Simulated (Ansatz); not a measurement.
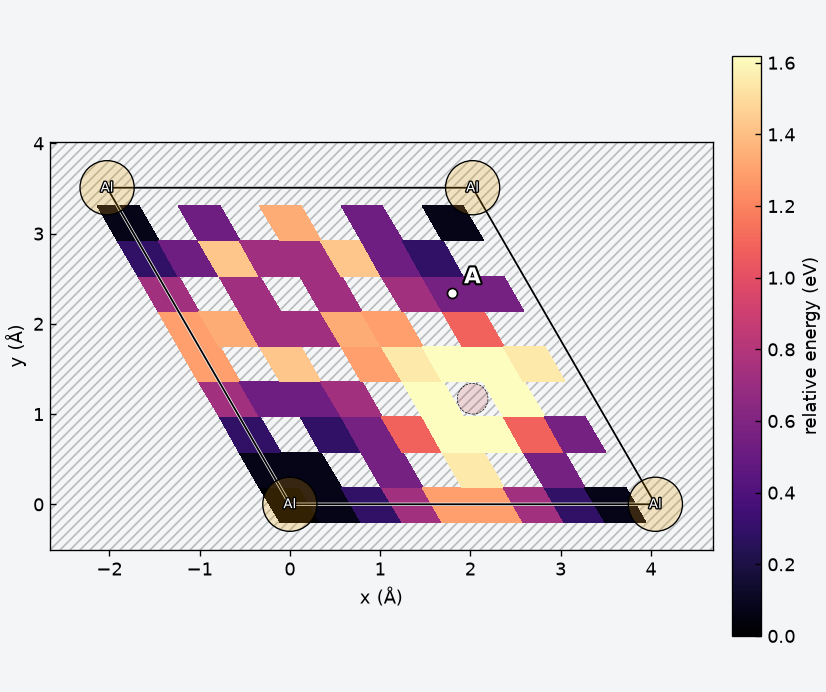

H on an AlAs(111) slab cut from the F-43m phase, its upper half relaxed before the scan (4 atoms of substrate and one adsorbate in a 1 × 1 cell). 
- H is moved over the surface cell; relaxed at each place: the height of the adsorbate's atoms; substrate rigid; the origin of the map has the adsorbate above Al4.
- Places are given modulo a cell vector. The map is drawn in real space over the plane of the surface.
- The grid has 9 × 9 points; 13 points were computed and 48 follow by symmetry. At 20 points there is no value.
- Energies: eV, counted from the lowest grid point.
- Energies and slopes of some neighbouring points disagree (a jump in structure or state, or too coarse a mesh). At some places the adsorbate sinks to or below the level of the top layer. The magnetic moment jumps between some neighbouring points. With one adsorbate in each 1 × 1 cell, its nearest image is 4.0 Å away, so neighbouring adsorbates interact.
- Theory: Ansatz, DFT PBE, scalar-relativistic, plane waves, PAW. Settings: cutoff 420 eV, k-mesh 9×9×1, gaussian smearing 0.05 eV, spin-polarised.

Drawn: one coloured cell a grid point, labelled circles for the atoms of the top layer and small ones for the second layer, the outline of one cell of the plane, hatched blanks where no value was computed, the point A.

> Which way does the force act at A, and how strong is it?

A, at (7/9, 6/9) of the cell vectors, is not a stationary point. The computed force is 1.2 eV/Å in the plane, pointing up in the picture (components 0.2 and 1.1 eV/Å).

PAW datasets: the set soft_1.
